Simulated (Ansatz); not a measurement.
## Run report: Ge₇Si₉, single-point calculation (part 2 of 2)

The same run, continued: Ge₇Si₉ (Cm, 16 atoms in the cell); DFT PBEsol, spin-orbit coupling, plane waves, PAW (Ansatz 0.2.0); cutoff 420 eV, 6×6×6 k-mesh, Gaussian smearing of 0.01 eV. The structure was built on a prototype by a generator; it need not be a known phase.

Geometry of the input (Å; fractional positions):
```
-0.0004  -0.0002  -6.4311
-3.8935  -6.7428  -0.0005
-3.8927  6.7424  0.0000
Si 0.9398  0.1610  0.8307
Si 0.9398  0.1610  0.3303
Si 0.9405  0.6724  0.8362
Si 0.9334  0.6724  0.3362
Ge 0.4390  0.3383  0.1691
Ge 0.4386  0.3340  0.6670
Si 0.4328  0.8306  0.1685
Si 0.4328  0.8306  0.6621
Ge 0.5661  0.1604  0.8304
Ge 0.5661  0.1604  0.3300
Ge 0.5651  0.6731  0.8366
Si 0.5639  0.6724  0.3362
Ge 0.0572  0.3351  0.1675
Ge 0.0575  0.3338  0.6669
Si 0.0637  0.8322  0.1670
Si 0.0637  0.8322  0.6652
```

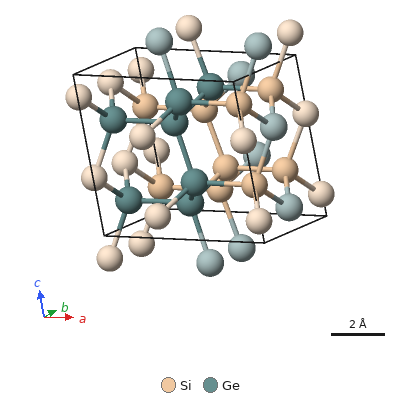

*The structure (ball-and-stick view of the cell of the calculation, seen slightly off an axis; neighbours outside the cell are drawn fainter).*

Output, continued
```
  k-point 0: bands = ["-17.4980", "-17.4980", "-17.4855", "-17.4855", "-17.4807", "-17.4807", "-17.4717", "-17.4717", "-17.4492", "-17.4492", "-17.4436", "-17.4436", "-17.4407", "-17.4407", "-17.4268", "-17.4268", "-17.4245", "-17.4245", "-17.4200", "-17.4200", "-17.4006", "-17.4006", "-17.3990", "-17.3990", "-17.3920", "-17.3920", "-17.3855", "-17.3855", "-16.9335", "-16.9335", "-16.9158", "-16.9158", "-16.9117", "-16.9117", "-16.9004", "-16.9004", "-16.8931", "-16.8931", "-16.8894", "-16.8894", "-16.8564", "-16.8564", "-16.8472", "-16.8472", "-16.8420", "-16.8420", "-16.8395", "-16.8395", "-16.8358", "-16.8358", "-16.8331", "-16.8331", "-16.8294", "-16.8294", "-16.8103", "-16.8103", "-16.7997", "-16.7997", "-16.7938", "-16.7938", "-16.7772", "-16.7772", "-16.7589", "-16.7589", "-16.7474", "-16.7474", "-16.7419", "-16.7419", "-16.7349", "-16.7349", "-5.1514", "-5.1514", "-3.1910", "-3.1910", "-2.9812", "-2.9812", "-2.9103", "-2.9103", "-2.9040", "-2.9040", "-1.5723", "-1.5723", "-1.3665", "-1.3665", "-1.2653", "-1.2653", "-0.8334", "-0.8334", "-0.6055", "-0.6055", "-0.4758", "-0.4758", "0.0085", "0.0085", "0.9422", "0.9422", "1.1283", "1.1283", "1.2793", "1.2793", "2.6949", "2.6949", "2.7202", "2.7202", "2.7463", "2.7463", "4.2819", "4.2819", "4.3003", "4.3003", "4.3322", "4.3322", "4.4450", "4.4450", "4.4570", "4.4570", "4.4812", "4.4812", "5.8404", "5.8404", "5.8958", "5.8958", "5.9571", "5.9571", "5.9764", "5.9764", "6.0416", "6.0416", "7.1174", "7.1174", "7.4733", "7.4733", "7.5884", "7.5884", "7.6325", "7.6325", "7.7768", "7.7768", "7.9048", "7.9048", "7.9411", "7.9411", "9.0642", "9.0642", "9.2343", "9.2343", "9.4426", "9.4426", "9.5355", "9.5355", "9.6304", "9.6304", "9.7150", "9.7150", "10.1251", "10.1251"]
  k-point 1: bands = ["-17.4987", "-17.4975", "-17.4857", "-17.4849", "-17.4824", "-17.4785", "-17.4746", "-17.4696", "-17.4502", "-17.4483", "-17.4447", "-17.4433", "-17.4408", "-17.4407", "-17.4268", "-17.4268", "-17.4248", "-17.4242", "-17.4201", "-17.4199", "-17.4034", "-17.4029", "-17.3972", "-17.3963", "-17.3918", "-17.3909", "-17.3862", "-17.3847", "-16.9334", "-16.9319", "-16.9189", "-16.9170", "-16.9118", "-16.9081", "-16.9018", "-16.8997", "-16.8960", "-16.8941", "-16.8883", "-16.8858", "-16.8565", "-16.8563", "-16.8478", "-16.8467", "-16.8425", "-16.8409", "-16.8396", "-16.8396", "-16.8364", "-16.8353", "-16.8340", "-16.8325", "-16.8313", "-16.8285", "-16.8100", "-16.8085", "-16.7993", "-16.7988", "-16.7940", "-16.7935", "-16.7805", "-16.7783", "-16.7621", "-16.7589", "-16.7528", "-16.7488", "-16.7392", "-16.7370", "-16.7343", "-16.7327", "-5.0730", "-5.0730", "-3.4310", "-3.4299", "-3.0656", "-3.0647", "-2.9730", "-2.9719", "-2.8375", "-2.8367", "-1.4509", "-1.4477", "-1.3028", "-1.2995", "-1.1193", "-1.1161", "-0.8911", "-0.8832", "-0.6554", "-0.6503", "-0.5828", "-0.5783", "0.0450", "0.0461", "1.1536", "1.1582", "1.2740", "1.2782", "1.6873", "1.6946", "2.5673", "2.5769", "2.7049", "2.7129", "2.7207", "2.7313", "3.9462", "3.9563", "3.9600", "3.9680", "4.3835", "4.3881", "4.5150", "4.5209", "4.5301", "4.5324", "4.7488", "4.7628", "5.1397", "5.1528", "5.5639", "5.5655", "5.5959", "5.5980", "5.7337", "5.7363", "6.0558", "6.0600", "6.6681", "6.6721", "7.0037", "7.0104", "7.3627", "7.3640", "7.8315", "7.8348", "8.3250", "8.3323", "8.4135", "8.4213", "8.5198", "8.5231", "9.3983", "9.4007", "9.4740", "9.4809", "9.5622", "9.5805", "9.6842", "9.7146", "9.7658", "9.7777", "9.8923", "9.9189", "10.0650", "10.0692"]
  k-point 2: bands = ["-17.4991", "-17.4979", "-17.4855", "-17.4846", "-17.4828", "-17.4788", "-17.4744", "-17.4695", "-17.4504", "-17.4484", "-17.4452", "-17.4437", "-17.4407", "-17.4406", "-17.4268", "-17.4268", "-17.4247", "-17.4241", "-17.4200", "-17.4198", "-17.4056", "-17.4052", "-17.3957", "-17.3951", "-17.3902", "-17.3888", "-17.3866", "-17.3844", "-16.9315", "-16.9292", "-16.9229", "-16.9207", "-16.9094", "-16.9049", "-16.9040", "-16.9003", "-16.8975", "-16.8959", "-16.8855", "-16.8830", "-16.8564", "-16.8562", "-16.8479", "-16.8468", "-16.8420", "-16.8401", "-16.8397", "-16.8392", "-16.8374", "-16.8353", "-16.8347", "-16.8331", "-16.8315", "-16.8292", "-16.8074", "-16.8061", "-16.7984", "-16.7963", "-16.7937", "-16.7932", "-16.7864", "-16.7831", "-16.7652", "-16.7624", "-16.7551", "-16.7524", "-16.7347", "-16.7327", "-16.7321", "-16.7301", "-4.8407", "-4.8407", "-3.9606", "-3.9603", "-3.1569", "-3.1565", "-3.0397", "-3.0393", "-2.6111", "-2.6101", "-1.7225", "-1.7215", "-1.2357", "-1.2345", "-1.0727", "-1.0714", "-0.7307", "-0.7288", "-0.6851", "-0.6831", "-0.2620", "-0.2540", "0.1175", "0.1206", "1.4680", "1.4700", "1.5758", "1.5784", "2.4860", "2.4969", "2.6679", "2.6826", "2.7072", "2.7279", "2.7542", "2.7593", "3.3346", "3.3503", "3.3525", "3.3652", "3.9422", "3.9576", "4.5895", "4.5950", "4.6852", "4.6914", "4.7058", "4.7075", "4.9261", "4.9282", "4.9618", "4.9669", "5.3207", "5.3371", "5.3467", "5.3587", "5.3628", "5.3730", "6.2583", "6.2601", "6.6084", "6.6245", "6.9927", "6.9940", "8.0675", "8.0722", "8.6065", "8.6111", "9.1224", "9.1285", "9.1393", "9.1477", "9.6381", "9.6414", "9.6750", "9.6824", "9.7033", "9.7080", "9.8326", "9.8390", "10.3667", "10.3684", "10.4968", "10.5061", "10.5739", "10.5840"]
  k-point 67: bands = ["-17.4972", "-17.4972", "-17.4848", "-17.4848", "-17.4806", "-17.4806", "-17.4716", "-17.4716", "-17.4495", "-17.4495", "-17.4441", "-17.4441", "-17.4408", "-17.4408", "-17.4271", "-17.4271", "-17.4243", "-17.4243", "-17.4198", "-17.4198", "-17.4002", "-17.4002", "-17.3986", "-17.3986", "-17.3921", "-17.3921", "-17.3853", "-17.3853", "-16.9330", "-16.9330", "-16.9156", "-16.9156", "-16.9110", "-16.9110", "-16.9001", "-16.9001", "-16.8937", "-16.8937", "-16.8895", "-16.8895", "-16.8563", "-16.8563", "-16.8472", "-16.8472", "-16.8421", "-16.8421", "-16.8397", "-16.8397", "-16.8352", "-16.8352", "-16.8333", "-16.8333", "-16.8301", "-16.8301", "-16.8098", "-16.8098", "-16.8000", "-16.8000", "-16.7940", "-16.7940", "-16.7781", "-16.7781", "-16.7593", "-16.7593", "-16.7473", "-16.7473", "-16.7430", "-16.7430", "-16.7353", "-16.7353", "-3.9932", "-3.9932", "-3.7181", "-3.7181", "-3.5950", "-3.5950", "-3.3493", "-3.3493", "-2.7163", "-2.7163", "-2.5160", "-2.5160", "-2.4255", "-2.4255", "-2.1251", "-2.1251", "0.0835", "0.0835", "0.3425", "0.3425", "0.4145", "0.4145", "0.6471", "0.6471", "1.7737", "1.7737", "2.1083", "2.1083", "2.2743", "2.2743", "2.3906", "2.3906", "3.4373", "3.4373", "3.4840", "3.4840", "3.5624", "3.5624", "3.6008", "3.6008", "4.3709", "4.3709", "4.4330", "4.4330", "4.5345", "4.5345", "4.6608", "4.6608", "4.9410", "4.9410", "5.0410", "5.0410", "5.1625", "5.1625", "5.3391", "5.3391", "5.3430", "5.3430", "5.4711", "5.4711", "5.6265", "5.6265", "5.9141", "5.9141", "8.5606", "8.5606", "8.6170", "8.6170", "8.9230", "8.9230", "9.0074", "9.0074", "9.0166", "9.0166", "9.0734", "9.0734", "9.1964", "9.1964", "9.2815", "9.2815", "10.7006", "10.7006", "10.8331", "10.8331", "10.9730", "10.9730"]
```

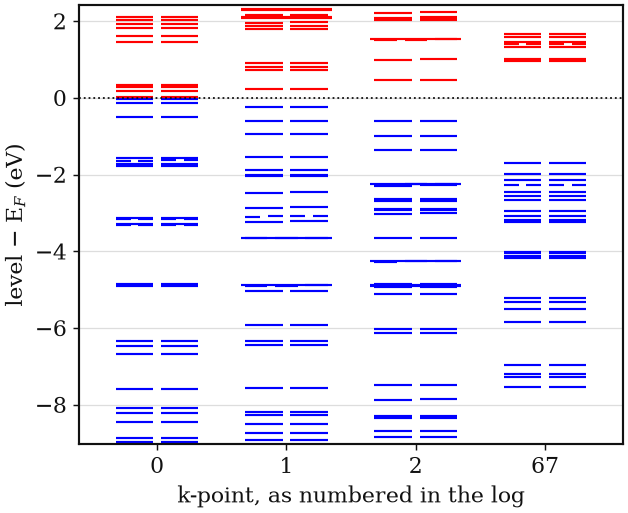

*Kohn–Sham levels near the Fermi level (dotted) at the few k-points that the log prints; levels within 0.02 eV of each other stand side by side.*

Among these points the highest filled and lowest empty levels are 0.04 eV apart, which is the gap on the mesh.

Key numbers

| quantity | value |
| --- | --- |
| outcome | converged |
| space group (tolerance 0.01 Å) | Cm (8) |
| electrons treated | 134 |
| free energy | −35368.2197 eV |
| Fermi energy | 7.610 eV |
| gap on the k-point mesh | 0.04 eV |
| gap on the band path | 0.04 eV |
| net moment of the cell | 0.00 μB |
| integrated absolute moment | 0.00 μB |
| hardware | 4 threads of Arm Neoverse N1, 54 GiB of memory available, shared host |
| wall time | 17 min (CPU time 69 min) |
| peak memory | 7.3 GiB |
